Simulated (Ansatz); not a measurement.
Given this structure, the input geometry of an electronic-structure calculation (not necessarily at equilibrium); the starting structure was generated, so it need not be a known form of this composition, written in its standard cell:

```
CELL_PARAMETERS angstrom
3.07362 0.00000 0.00000
-1.53681 2.66183 0.00000
0.00000 0.00000 4.84797
ATOMIC_POSITIONS crystal
Ga 0.33333 0.66667 0.25000
Ga 0.66667 0.33333 0.75000
```

Predict the [101] zone-axis pattern (120 kV, kinematic, B = 1 Å²).

Answer. The spots form a centred rectangular net whose two shortest vectors correspond to d = 2.66 Å and 2.33 Å, 64.0° apart. They are 0 1 0 and 1 0 -1. The pattern has symmetry 2mm. A glide plane extinguishes reflections such as 1 -2 -1, 1 1 -1; reflections such as 3 0 -3 are allowed by the space group but vanish because the atoms sit on special positions.

Strongest reflections with d > 0.80 Å, one of each family (|F|² from tabulated Gaussian fits of the electron scattering factors, times a small damping for the curvature of the Ewald sphere):

| hkl | d (Å) | I (strongest = 100) |
| --- | --- | --- |
| 1 0 -1 | 2.333 | 100 |
| 0 1 0 | 2.662 | 42 |
| 2 -1 -2 | 1.298 | 36 |
| 1 2 -1 | 0.985 | 12 |
| 0 3 0 | 0.887 | 11 |
| 0 2 0 | 1.331 | 10 |

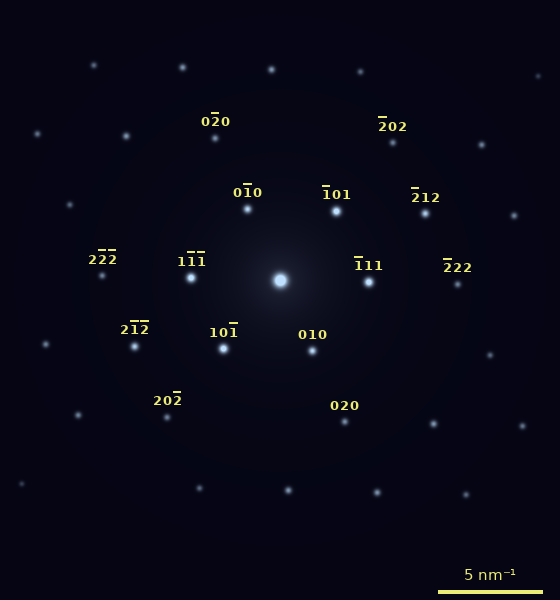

Calculated pattern, seen from the source side with [101] pointing towards the source.
